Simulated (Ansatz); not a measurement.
System: H.

Input

```
crystal:
  lattice:
    - [5.4326, 0.0, 0.0]
    - [-2.7163, 4.7047696086, 0.0]
    - [0.0, 0.0, 4.4946]
  atoms:
    - { symbol: H, position: [0.3333333333, 0.6666666667, 0.25], spin: 1.05 }
    - { symbol: H, position: [0.6666666667, 0.3333333333, 0.75], spin: 1.05 }
basis:
  ecutwfc: 520.0
kpoints:
  mp_grid: { grid: [6, 6, 6] }
hamiltonian:
  xc: pbe
scf:
  occupations: { method: gaussian, width: 0.05 }
output:
  forces: true
  stress: true
  eigenvalues: true
  populations: true
  write_density: true
  write_potential: true
  elf: true
  volumetric_format: npy
magnetization:
  spin_polarized: true
```

Run with:

```sh
ansatz run input.yaml --threads 1 --pin off --max-ram 2048MiB --backend cpu --events-out ev --progress --plain --runs-dir out
```

Below, planes, directions and counts refer to the conventional cell (a = 5.43 Å, b = 5.43 Å, c = 4.49 Å, α = 90.00°, β = 90.00°, γ = 120.00°).

Space group P6₃/mmc; a structure from a database of computed crystals, not necessarily the ambient phase; spin-polarised.

These are results of DFT PBE, scalar-relativistic, plane waves, PAW (Ansatz 0.2.0), not measurements.

### What can the converged valence pseudo-density, electron localisation function and spin density tell about the bonding?

H–H (3.86 Å): ρ is about 0.003 e/Å³ halfway; the ELF is about 0 at the midpoint.
The spin density sits on H: +1.0 μB (×2) in one cell of 2 atoms: parallel main moments (a ferromagnetic arrangement) in this solution. The cell of the calculation (2 atoms) carries 2.0 μB of net spin moment.

### Metal or insulator at this level of theory?

It is gapped, with a Kohn–Sham gap of 6.8 eV on the k-point mesh (the band edges may lie off the mesh, which would make the gap smaller).

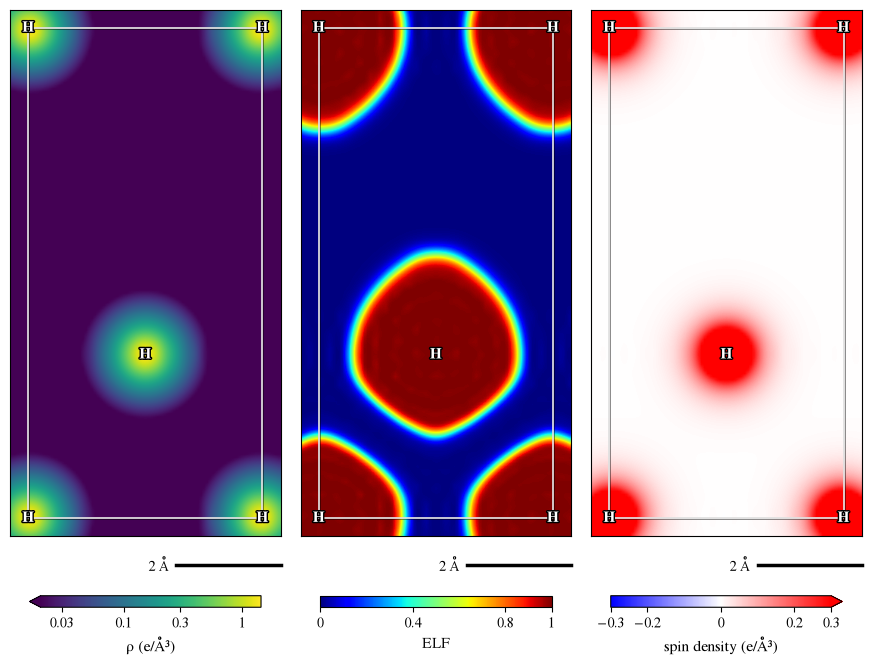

Computed valence pseudo-density, electron localisation function and spin density on the (110) plane of the conventional cell, in this order. 
